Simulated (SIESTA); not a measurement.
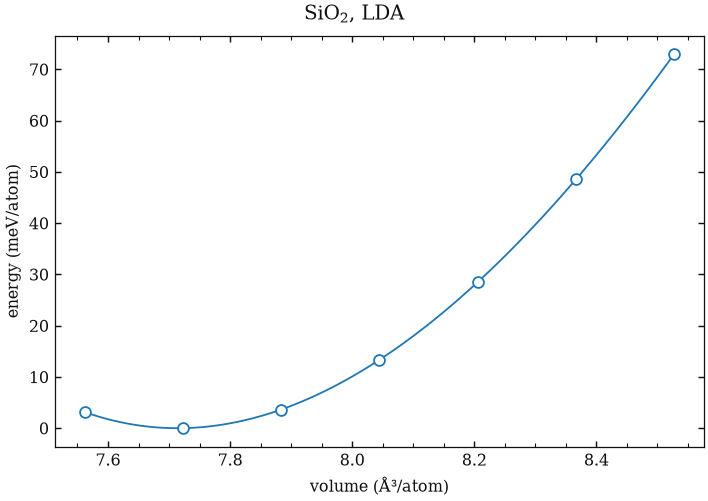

The plot gives the computed energy against volume for SiO₂, space group P4_2/mnm (No. 136).

Starting cell:
```yaml
crystal:
  lattice:
    - [4.23317, 0.00000, 0.00000]
    - [0.00000, 4.23317, 0.00000]
    - [0.00000, 0.00000, 2.69349]
  atoms:
    - { symbol: Si, position: [0.00000, 0.00000, 0.00000] }
    - { symbol: Si, position: [0.50000, 0.50000, 0.50000] }
    - { symbol: O, position: [0.80684, 0.19316, 0.50000] }
    - { symbol: O, position: [0.30684, 0.30684, 0.00000] }
    - { symbol: O, position: [0.19316, 0.80684, 0.50000] }
    - { symbol: O, position: [0.69316, 0.69316, 0.00000] }
```

Method: DFT in numerical atomic orbitals with pseudopotentials, no spin polarisation; energies at scaled volumes of the given cell, shape and fractions fixed, counted from the fit's minimum, third-order Birch-Murnaghan fit (SIESTA 5.4.2). Level: LDA.

- k mesh: 4×4×8
- occupations: Fermi–Dirac
- smearing width: 0.05 eV
- potentials: PseudoDojo 0.4 standard, converted to PSML, two zetas on semicore shells
- program settings: basis DZP, mesh cutoff 800 Ry

This calculation gives: equilibrium volume 7.71 Å³/atom and bulk modulus 325 GPa.

Now Si is replaced by Hf on all its sites, which gives HfO₂ in the same structure. The second calculation uses k mesh 4×4×6. Predict the effect.

The equilibrium volume rises from 7.71 to 12.28 Å³/atom (+59 %) and the bulk modulus falls from 325 to 240 GPa (−26 %).

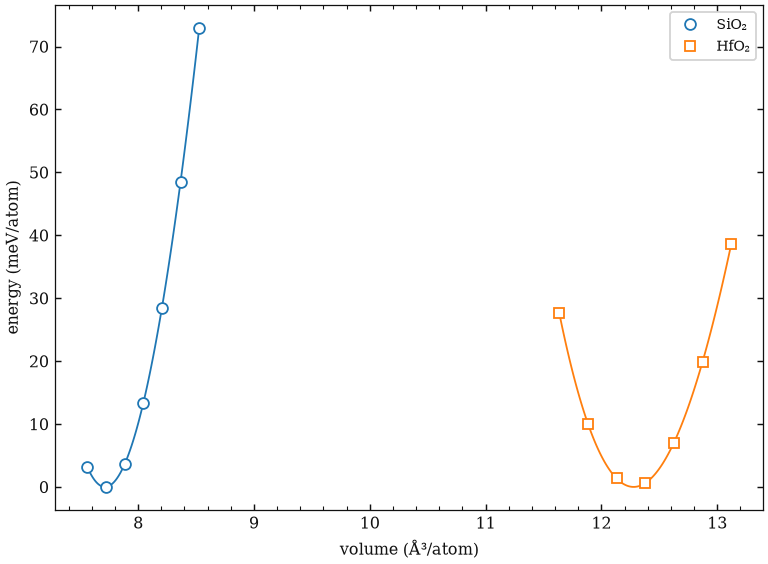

The two results together.

For SiO₂, limits of the calculation: mulliken charges of long orbitals; shape and atomic fractions are frozen while scaling, which makes layered, chain and framework solids too stiff.

For HfO₂, limits of the calculation: mulliken charges of long orbitals; short basis over semicore shells; shape and atomic fractions are frozen while scaling, which makes layered, chain and framework solids too stiff.

V0 and the bulk modulus come from third-order Birch–Murnaghan fits.
